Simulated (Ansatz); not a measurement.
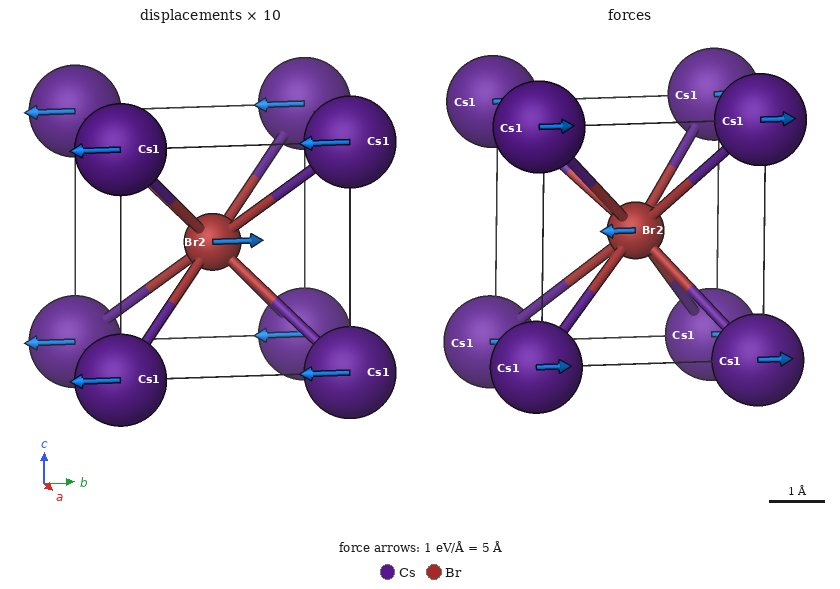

Left: a symmetric starting cell of CsBr, with blue arrows for the displacements applied to it (without the part that the change of the cell carries along). Right: the displaced structure with the computed forces. Besides, the cell is strained by +9.8 % along [2 0 3], −2.7 % along [3 0 −2], −3.5 % along b (volume +3.1 %). The picture is a ball-and-stick view of the cell of the calculation, seen slightly off an axis.

Computed with DFT PBEsol, scalar-relativistic, plane waves, PAW (Ansatz). (plane-wave cutoff 420 eV; k-point mesh 6 × 6 × 6; occupations gaussian; smearing width 0.02 eV; no spin polarisation)

Question: Describe the distortion and the response.

Answer: Atoms are displaced by 0.10 Å relative to the cell: Br2 0.10 Å along +b, Cs1 0.10 Å along −b. No relaxation follows. The starting cell wasn't computed here and needn't be at equilibrium, so pressure and forces aren't due to the change alone. The pressure is −0.4 GPa (not all of it need come from the change, since the unchanged cell can be under pressure at this level too). The principal stresses (compression positive) are 0.6 GPa along b, −0.1 GPa along [3 0 −2], −1.7 GPa along [2 0 3]. The largest forces, 0.14 eV/Å, act on Cs1 and Br2; on Br2 it points along −b. The forces point straight back along the displacements (cosine −1.00). Some distances before and after: Br–Cs 3.712 → 3.501 to 4.018 Å. The space group (tolerance 0.01 Å) goes from Pm-3m (No. 221) to P2 (No. 3).
